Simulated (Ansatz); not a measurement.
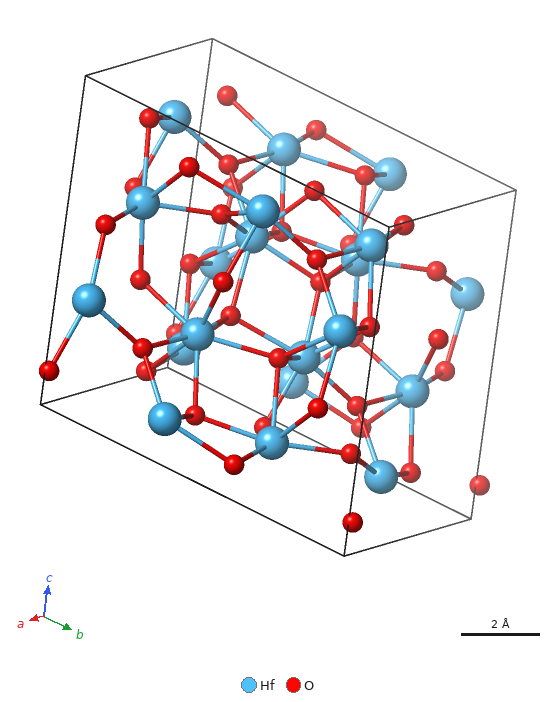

*The structure (ball-and-stick view of the cell of the calculation, seen slightly off an axis). An atom can appear more than once, as a periodic image.*

## Hf$_{16}$O$_{31}$: single-point calculation (part 1 of 2)

Hf$_{16}$O$_{31}$ (defect cell, 47 atoms in the cell), computed with DFT PBE, scalar-relativistic, plane waves, PAW, spin-polarised (Ansatz 0.2.0).

The structure derives from a Materials Project entry.

Input file:
```yaml
crystal:
  lattice:
    - [-5.219463, 5.004764, 5.032685]
    - [5.219463, -5.004764, 5.032685]
    - [5.219463, 5.004764, -5.032685]
  atoms:
    - { symbol: Hf, position: [0.2518758267, 0.1377492015, 0.1492316715], spin: 0.2 }
    - { symbol: Hf, position: [0.7568463396, 0.6385491332, 0.1504686684] }
    - { symbol: Hf, position: [0.7551218333, 0.138565022, 0.649681035] }
    - { symbol: Hf, position: [0.2546526439, 0.6373899481, 0.6502903757] }
    - { symbol: Hf, position: [0.0078851347, 0.1083116797, 0.3676394636] }
    - { symbol: Hf, position: [0.5039029926, 0.6051932408, 0.3659282051], spin: 0.2 }
    - { symbol: Hf, position: [0.5060585792, 0.1056638178, 0.8672790227] }
    - { symbol: Hf, position: [0.0042730809, 0.6055517716, 0.8669891002] }
    - { symbol: Hf, position: [0.9924314002, 0.3864728651, 0.1332372196], spin: 0.2 }
    - { symbol: Hf, position: [0.4875340176, 0.8882569042, 0.1314700222] }
    - { symbol: Hf, position: [0.4850106162, 0.3879143557, 0.6313320797] }
    - { symbol: Hf, position: [0.9864445328, 0.8885163035, 0.630873683] }
    - { symbol: Hf, position: [0.7350708401, 0.3548786253, 0.3476102982] }
    - { symbol: Hf, position: [0.2376581411, 0.8547319507, 0.3481514205] }
    - { symbol: Hf, position: [0.2378466986, 0.3564950284, 0.853550987] }
    - { symbol: Hf, position: [0.7362791479, 0.8547385125, 0.8478653886] }
    - { symbol: O, position: [0.7259119612, 0.8742957801, 0.2223050898] }
    - { symbol: O, position: [0.723825224, 0.3737262605, 0.7190625907] }
    - { symbol: O, position: [0.2240811384, 0.8730043374, 0.7204049826] }
    - { symbol: O, position: [0.9745841721, 0.0028656647, 0.1008781064] }
    - { symbol: O, position: [0.4769046443, 0.5027344766, 0.1036795212] }
    - { symbol: O, position: [0.4755038586, 0.0022721532, 0.6013422819] }
    - { symbol: O, position: [0.9743274737, 0.5019723929, 0.6007844137] }
    - { symbol: O, position: [0.4738334672, 0.1139854515, 0.0953455526] }
    - { symbol: O, position: [0.9747647319, 0.6127937022, 0.0966237734] }
    - { symbol: O, position: [0.9748591607, 0.1154687224, 0.5967938333] }
    - { symbol: O, position: [0.4739808509, 0.6137510235, 0.5958553923] }
    - { symbol: O, position: [0.7262906348, 0.3781982288, 0.1106615641] }
    - { symbol: O, position: [0.2235509929, 0.8781256527, 0.1098405816] }
    - { symbol: O, position: [0.2256039301, 0.3790565121, 0.6130473114] }
    - { symbol: O, position: [0.7240379282, 0.8784497607, 0.6094946328] }
    - { symbol: O, position: [0.2682225203, 0.1267877312, 0.403585859] }
    - { symbol: O, position: [0.7685187236, 0.6279412244, 0.4039546823] }
    - { symbol: O, position: [0.7675741803, 0.1276405548, 0.9028954752] }
    - { symbol: O, position: [0.2662055495, 0.6278191594, 0.9030064419] }
    - { symbol: O, position: [0.5092444689, 0.3643811949, 0.3820270893], spin: 0.2 }
    - { symbol: O, position: [0.0178862837, 0.8637782898, 0.3889765215] }
    - { symbol: O, position: [0.016993869, 0.3647194806, 0.8917880922] }
    - { symbol: O, position: [0.516302226, 0.863596076, 0.8885072617] }
    - { symbol: O, position: [0.6483061267, 0.1232995124, 0.3967255267] }
    - { symbol: O, position: [0.1562470473, 0.6194008981, 0.395173431] }
    - { symbol: O, position: [0.1481167479, 0.1252355307, 0.900271001] }
    - { symbol: O, position: [0.6507494833, 0.6232521092, 0.897514944] }
    - { symbol: O, position: [0.901036219, 0.2541469724, 0.2770001281] }
    - { symbol: O, position: [0.3979439392, 0.7503600169, 0.2735226796] }
    - { symbol: O, position: [0.399913959, 0.2528411481, 0.7782205349] }
    - { symbol: O, position: [0.9009232882, 0.7539817886, 0.7770987973] }
magnetization:
  spin_polarized: true
basis:
  ecutwfc: 420
  fft_grid_basis: typed
kpoints:
  mp_grid: { grid: [2, 2, 2] }
hamiltonian:
  xc: pbe
  pseudopotentials: { kind: paw }
scf:
  occupations: { method: gaussian, width: 0.05 }
output:
  forces: true
  stress: false
  eigenvalues: true
  bader: true
  write_density: true
  volumetric_format: npy
  populations: true
```

Command:
```bash
ansatz run input.yaml --threads 4 --pin off --max-ram 10240MiB --backend cpu --events-out ev --progress --plain --runs-dir out
```

Output:
```
Engine: ansatz 0.2.0, aarch64-unknown-linux-gnu
Pseudopotentials: kind: paw
Pseudopotential: Hf, paw, valence charge 26, recommended cutoff 420 eV (normal), Hf.paw.azcp
Pseudopotential: O, paw, valence charge 6, recommended cutoff 420 eV (normal), O.paw.azcp
Functional definition: PBE
  parameter kappa = 0.804
  parameter beta = 0.06672455060314922
  exchange = pbe_x(kappa = kappa, mu = beta*pi^2/3)
  correlation = pbe_c(beta = beta)
Crystal: 47 atoms, lattice volume = 525.859 Å³
Basis set: ecut = 420 eV, 10293 PW (Γ), exchange–correlation on 120×120×120 points (8 copies of the dense FFT grid, shifted against one another)
Bands: 362, of which v1, the nominal top of the filled ones, is band 301 counted from 1 (300 counted from 0)
Symmetry: 1 space group operations
Space group: P1 (ITA 1), of the structure as read, at distance tolerance 8.1e-5 Å
Magnetic group: BNS 1.1 (UNI 1), of the structure as read, at distance tolerance 8.1e-5 Å
k-points: 8
Non-local potential: Hf, projectors of the file, l = 0: 3, l = 1: 2, l = 2: 2, l = 3: 3
Non-local potential: O, projectors of the file, l = 0: 2, l = 1: 2, l = 2: 1
PAW form: soft (Blöchl's): semilocal exchange-correlation on the pseudo side does not see the compensation charge
PAW one-centre angular grid: Hf, 590 points (default); XC on 64 Gauss nodes
PAW one-centre angular grid: O, 110 points (default); XC on 64 Gauss nodes
Initial density: superposition of atomic densities (chi_scale 0.1, normalization cell, long waves kept (reshape's long-wave potential 0.21 eV rms))
Starting moments: Σ|m| = 0.8 μB on 4 of 47 sites
Initial wavefunctions: pseudopotential atomic-orbital guess
Functional: x = pbe(κ = 0.804, μ = 0.2195149727645171), c = pbe(β = 0.06672455060314922)
SCF iter   1: F=—  HF=-269221.234901 eV  |F-HF|=—  |Δ(HF+E_count)|=         —  Δρ=4.24e-2 (↑4.24e-2 ↓4.23e-2)  dr2=3.40e1  dr2_m=4.31e-2  M=0.000 μB ∫|m|=0.104 μB  β_m=0.30  ethr=3.10e-3  ⟨swp⟩=5.0  Hψ=16930  notcnv=0  defer=176
Mixer restart at iter 1: flushing history
preconditioner: auto → Resta (q_TF=auto, 2.790 Å⁻¹)  ε∞=5.2  [insulator: Δε(μ)=1.562 eV  Ē_g=18.897 eV  σ=0.050 eV  W_gap=1.00  n_scr=192 (ndim 8)  ℏωp=38.7 eV  f_vac=0.000  D(μ)=0.00/eV (n_scr^D=0)  ε∞_Penn≈5.2]
spin=Collinear: Resta preconditioning applied to the charge; magnetization (m = ρ↑ − ρ↓) channel mixes plain (no charge-response kernel on spin).
SCF iter   2: F=—  HF=-269215.876746 eV  |F-HF|=—  |Δ(HF+E_count)|=    5.36e0  Δρ=2.78e-2 (↑2.75e-2 ↓2.78e-2)  dr2=1.50e1  dr2_m=2.23e-2  M=0.000 μB ∫|m|=0.080 μB  β_m=0.52  ethr=3.10e-3  ⟨swp⟩=3.0  Hψ=11339  notcnv=0  defer=869
SCF iter   3: F=—  HF=-269213.803021 eV  |F-HF|=—  |Δ(HF+E_count)|=    2.07e0  Δρ=1.07e-2 (↑1.05e-2 ↓1.07e-2)  dr2=2.46e0  dr2_m=1.72e-3  M=0.000 μB ∫|m|=0.035 μB  β_m=0.55  ethr=2.49e-3  ⟨swp⟩=2.1  Hψ=7599  notcnv=0  defer=869
SCF iter   4: F=—  HF=-269213.754472 eV  |F-HF|=—  |Δ(HF+E_count)|=   4.85e-2  Δρ=3.84e-3 (↑3.84e-3 ↓3.82e-3)  dr2=2.55e-1  dr2_m=4.03e-5  M=0.000 μB ∫|m|=0.007 μB  β_m=0.71  ethr=4.08e-4  ⟨swp⟩=3.0  Hψ=11634  notcnv=0  defer=875
SCF iter   5: F=—  HF=-269213.864814 eV  |F-HF|=—  |Δ(HF+E_count)|=   1.10e-1  Δρ=1.33e-3 (↑1.33e-3 ↓1.32e-3)  dr2=4.80e-2  dr2_m=1.93e-6  M=0.000 μB ∫|m|=0.002 μB  β_m=0.76  ethr=4.23e-5  ⟨swp⟩=2.0  Hψ=9435  notcnv=0  defer=875
SCF iter   6: F=—  HF=-269213.867523 eV  |F-HF|=—  |Δ(HF+E_count)|=   2.71e-3  Δρ=5.43e-4 (↑5.43e-4 ↓5.42e-4)  dr2=4.31e-3  dr2_m=2.51e-7  M=0.000 μB ∫|m|=0.001 μB  β_m=0.70  ethr=7.97e-6  ⟨swp⟩=2.0  Hψ=10618  notcnv=0  defer=875
SCF iter   7: F=—  HF=-269213.868278 eV  |F-HF|=—  |Δ(HF+E_count)|=   7.55e-4  Δρ=2.43e-4 (↑2.41e-4 ↓2.43e-4)  dr2=1.12e-3  dr2_m=6.05e-8  M=0.000 μB ∫|m|=0.000 μB  β_m=0.85  ethr=7.16e-7  ⟨swp⟩=2.0  Hψ=10608  notcnv=0  defer=875
SCF iter   8: F=—  HF=-269213.869971 eV  |F-HF|=—  |Δ(HF+E_count)|=   1.69e-3  Δρ=9.85e-5 (↑9.82e-5 ↓9.85e-5)  dr2=1.72e-4  dr2_m=5.15e-8  M=0.000 μB ∫|m|=0.000 μB  β_m=0.81  ethr=1.87e-7  ⟨swp⟩=2.0  Hψ=10608  notcnv=0  defer=875
SCF iter   9: F=—  HF=-269213.870031 eV  |F-HF|=—  |Δ(HF+E_count)|=   6.00e-5  Δρ=4.68e-5 (↑4.68e-5 ↓4.62e-5)  dr2=3.82e-5  dr2_m=1.11e-8  M=0.000 μB ∫|m|=0.000 μB  β_m=0.71  ethr=2.85e-8  ⟨swp⟩=2.0  Hψ=10608  notcnv=0  defer=875
SCF iter  10: F=—  HF=-269213.870029 eV  |F-HF|=—  |Δ(HF+E_count)|=   1.84e-6  Δρ=1.71e-5 (↑1.71e-5 ↓1.68e-5)  dr2=4.84e-6  dr2_m=1.08e-9  M=0.000 μB ∫|m|=0.000 μB  β_m=0.84  ethr=6.35e-9  ⟨swp⟩=2.1  Hψ=10616  notcnv=0  defer=875
SCF iter  11: F=—  HF=-269213.870034 eV  |F-HF|=—  |Δ(HF+E_count)|=   4.77e-6  Δρ=1.15e-5 (↑1.15e-5 ↓1.15e-5)  dr2=2.29e-6  dr2_m=5.70e-11  M=0.000 μB ∫|m|=0.000 μB  β_m=0.74  ethr=8.04e-10  ⟨swp⟩=2.0  Hψ=10608  notcnv=0  defer=875
SCF iter  12: F=—  HF=-269213.870034 eV  |F-HF|=—  |Δ(HF+E_count)|=   1.87e-7  Δρ=3.15e-6 (↑3.15e-6 ↓3.14e-6)  dr2=1.59e-7  dr2_m=4.36e-11  M=0.000 μB ∫|m|=0.000 μB  β_m=0.77  ethr=3.81e-10  ⟨swp⟩=2.0  Hψ=10438  notcnv=0  defer=875
SCF iter  13: F=-269213.870034 eV  HF=-269213.870034 eV  |F-HF|=2.83e-8  |Δ(HF+E_count)|=   1.22e-7  Δρ=1.31e-6 (↑1.30e-6 ↓1.31e-6)  dr2=3.45e-8  dr2_m=3.50e-12  M=0.000 μB ∫|m|=0.000 μB  ethr=1.66e-11  ⟨swp⟩=9.5  Hψ=28439  notcnv=0
SCF 1 converged in 13 iterations: F = -269213.870034 eV  dr2 = 3.45e-8
  greatest PAW one-centre occupation: 0.999 electrons in one spin orbital (limit 2), on the Hf atom at site 3 (counted from 0), in its partial waves of l = 0
```

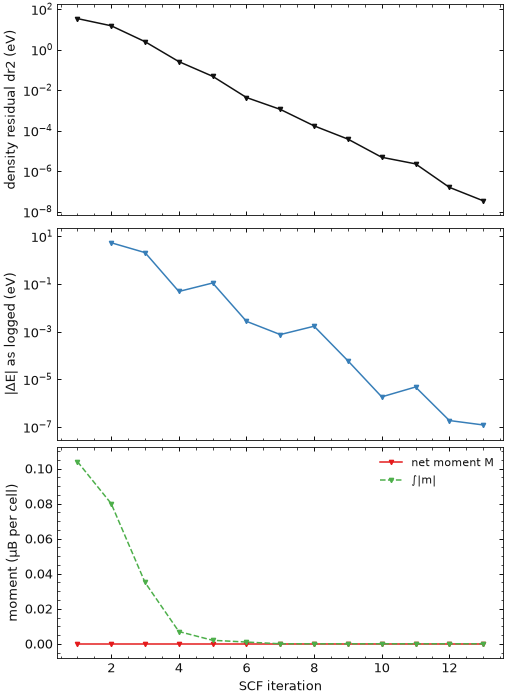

*Convergence of the self-consistent field: density residual dr2, size of the energy change and magnetic moment against the SCF iteration.*

The residual falls at every step. The net moment stays at 0.0 μB per cell, and ∫|m| falls to zero.

```
WARN: the starting moments were not kept: the SCF closed with an absolute magnetisation of 7.4e-6 μB, where they sum to 0.8 μB in size (4 sites). That is at most 0.1 of that sum. Measured as dr2_m measures the in/out step, that magnetisation stands 3.0e-12 eV from none, at or under the dr2_threshold of 1.0e-7 eV: it is no larger than a step whose dr2_m would equal this threshold. The system may hold no moment; this SCF shows only that its start led to no more than that. To try another start: raise the starting moments (crystal.atoms[].spin, magnetization.per_species, magnetization.initial_magnetization, or on a non-collinear deck that types none of these the spinor_matrix: blocks that start its atoms; where the total moment is fixed, keep their sum and leave initial_magnetization as it is; typed ones take the place of any that the run laid by itself, positive ones on a crystal's lanthanoids without a Hubbard term where scf.initial_density.shell_occupations: [] is typed) or, if the notice of its spin-set hold's release reads "site moments contracting" or "site moments show no strong build", lengthen the hold (scf.mixing.spin_hold: { on: { confirm: 4 } }; for m-r²SCAN on two components see the key's manual first). Each may lead to a state that holds a moment. A second SCF, from the converged charge density, with the starting moments and any scf.initial_density.shell_occupations laid on it anew, would have followed, and was not run: the deck does not ask for one (magnetization.retry_lost_moments is false, the default). To let it run, set magnetization.retry_lost_moments: true and run the deck again, where that key's refused combinations let it; where memory then withholds it, that run's warning says so.
SCF converged after 13 iterations
Magnetization: 0.0000 μB (301.0000 up, 301.0000 down)
Absolute magnetization: 0.0000 μB (∫|ρ↑−ρ↓|, with the PAW one-centre terms)
Spin contamination: 0.0000 ħ² per cell (⟨S²⟩ above its minimum at these occupations)
Per-site moments (μB) at R_I (Å): [(-1.730479774868886e-7, 0.8273259481594141), (3.972013160776245e-9, 0.8367233963018366), (5.360399281874952e-9, 0.8369075410052315), (-1.024754221907646e-9, 0.8391914562483814), (-7.430078145455004e-8, 0.8345692674052373), (3.1536902968071805e-7, 0.8333117897859826), (-4.373879265678274e-9, 0.8352404081721303), (-4.360896003256022e-9, 0.8351887846824074), (-2.382019600774011e-8, 0.8630233196794966), (-5.244814233561346e-9, 0.8365076320533046), (-1.2304014933120036e-8, 0.8379746415010638), (1.0041887506609742e-9, 0.8368699513851923), (-2.8223649929454788e-8, 0.8395766509925945), (-1.2240151077359292e-8, 0.8373630624721411), (4.80466136224864e-9, 0.8334992559758191), (-2.3316804575041155e-8, 0.8376200250736617), (2.1122663561016224e-9, 0.8365076320533046), (1.3948766912105662e-9, 0.8379746415010638), (5.1153741076787225e-9, 0.8368699513851923), (-1.0966542924011256e-7, 0.8376200250736617), (1.7403774615440847e-8, 0.8334992559758191), (1.139292367811022e-9, 0.8373630624721411), (4.501513419951306e-9, 0.8395766509925945), (-1.692882429749161e-8, 0.8706057390537036), (-3.2428643535527436e-8, 0.8723394041639221), (-1.994024348766897e-9, 0.8767899860136926), (-4.718243490662775e-8, 0.8731054533603132), (2.6733081191928446e-8, 0.8732158666407877), (-1.4566564569227585e-8, 0.8734298054643175), (-1.592702633855119e-8, 0.8695596408513228), (2.295726659980132e-8, 0.8714998871046513), (-4.38489218540063e-8, 0.8696297743614999), (-6.085845764901063e-9, 0.8685301396535665), (-5.1100462866092865e-9, 0.8745372935402145), (6.374484388942403e-10, 0.8724774835163107), (1.380365491751802e-7, 0.8701790187250696), (4.527926000599408e-9, 0.8719929983162227), (2.223787934798495e-8, 0.8704529345102782), (3.7187199811021703e-9, 0.8721991298958774), (2.082144338927522e-9, 0.8369075410052315), (1.6857107059473837e-8, 0.8391914562483814), (4.59038506707249e-8, 0.8273259481594141), (-6.143773776186636e-10, 0.8367233963018366), (-3.875028348891924e-8, 0.8345692674052373), (-1.222537230904148e-8, 0.8333117897859826), (-1.2893391615070143e-9, 0.8352404081721303), (-3.0264405876803084e-10, 0.8351887846824074)]
Free energy (F): -269213.870034 eV
Harris-Foulkes:  -269213.870034 eV  (|F-HF|=2.83e-8)
Internal energy: -269213.870034 eV  (E = F + TS)
E sigma→0 (E₀):  -269213.870034 eV
Fermi energy:    18.561341 eV
--- Per-component energies (eV) ---
  E_band       = 576.241364
  E_kinetic    = 12205.837289
  E_local      = -93824.227394  (includes V_loc(G=0)·N_el)
  E_nonlocal   = -18396.366517
  E_hartree    = 43050.598877
  E_xc         = -7097.877059
  E_vxc        = -7192.367471  (∫ρ·V_xc dr)
  E_paw        = -115742.383792  (= ΣΔE_a)
  E_vpaw       = 21682.080002  (= ΣTr[D̂ρ^β])
  E_aug_tail   = 0.076759  (compensation charges beyond the density's cutoff)
  E_ewald      = -89409.528196
  E_smearing   = -0.000000  (= −TS)
  E_closure    = 0.000000  (closes the sum)
  Σ components = -269213.870034   (vs F -269213.870034, Δ=0.00e0)
--- Forces (eV/Å), atoms counted from 1 ---
  atom   1  Hf     0.02355978    -0.00786812     0.00919886
  atom   2  Hf     0.00559088    -0.00278496     0.00516968
  atom   3  Hf    -0.00383776     0.00367311    -0.00547607
  atom   4  Hf     0.00080018    -0.00027678     0.00257742
  atom   5  Hf    -0.00743223    -0.00153682     0.00302033
  atom   6  Hf    -0.00281838    -0.01016413    -0.01081439
  atom   7  Hf    -0.00025419     0.00247653    -0.00516806
  atom   8  Hf    -0.00202256     0.00633994     0.00433966
  atom   9  Hf    -0.00801781     0.01639210     0.00742718
  atom  10  Hf     0.00222757    -0.00050745    -0.00651019
  atom  11  Hf    -0.00423383    -0.00789210    -0.00003279
  atom  12  Hf     0.00772020    -0.00028404     0.00152831
  atom  13  Hf    -0.00195277    -0.01440343    -0.00242887
  atom  14  Hf    -0.00264140    -0.00043443    -0.00341274
  atom  15  Hf     0.00112003     0.00286617    -0.00573894
  atom  16  Hf     0.00609493     0.00749640     0.00876665
  atom  17  O      0.00470691     0.00188677     0.00417228
  atom  18  O     -0.00103194     0.00355838    -0.00201430
  atom  19  O     -0.00272972    -0.00039185    -0.00684328
  atom  20  O     -0.00679467    -0.01088568    -0.02472310
  atom  21  O     -0.00516555     0.00077606     0.01416511
  atom  22  O      0.00103086     0.00364223     0.00308979
  atom  23  O      0.00309826     0.00334349     0.00254018
  atom  24  O     -0.00832461     0.00235275     0.00913906
  atom  25  O      0.00136583     0.00010724     0.00239630
  atom  26  O      0.00571521    -0.00480519    -0.00210263
  atom  27  O     -0.00248395    -0.00507097    -0.00134246
  atom  28  O      0.00117322     0.00768897     0.00022058
  atom  29  O      0.00741957    -0.00448996     0.00780496
  atom  30  O     -0.00169901    -0.00067040    -0.00229469
  atom  31  O     -0.00029593    -0.00147623    -0.00288997
  atom  32  O     -0.00322233     0.00708041    -0.00228038
  atom  33  O     -0.00220390     0.00420833    -0.00034801
  atom  34  O     -0.00056179    -0.00762104     0.00224824
  atom  35  O      0.00237593    -0.00155282     0.00128260
  atom  36  O     -0.00297274     0.02316525     0.00061870
  atom  37  O      0.00123670    -0.00104432    -0.00157845
  atom  38  O     -0.00250492    -0.00171048    -0.00057488
  atom  39  O     -0.00368195     0.00133946     0.00100009
  atom  40  O     -0.00044574     0.00328809     0.00279235
  atom  41  O      0.01094373    -0.00586367    -0.00097478
  atom  42  O     -0.00781006    -0.00710114    -0.00185415
  atom  43  O     -0.00137684     0.00082882    -0.00200812
  atom  44  O      0.00682139    -0.00572158    -0.00570858
  atom  45  O      0.00106910     0.00179160    -0.00165231
  atom  46  O     -0.00414087    -0.00166115     0.00860416
  atom  47  O     -0.00342596     0.00190201    -0.00350330
  max |Σ_I F_I| component: 1.73e-4 eV/Å
--- Band table (eV; the first three rows and the last of 16) ---
```
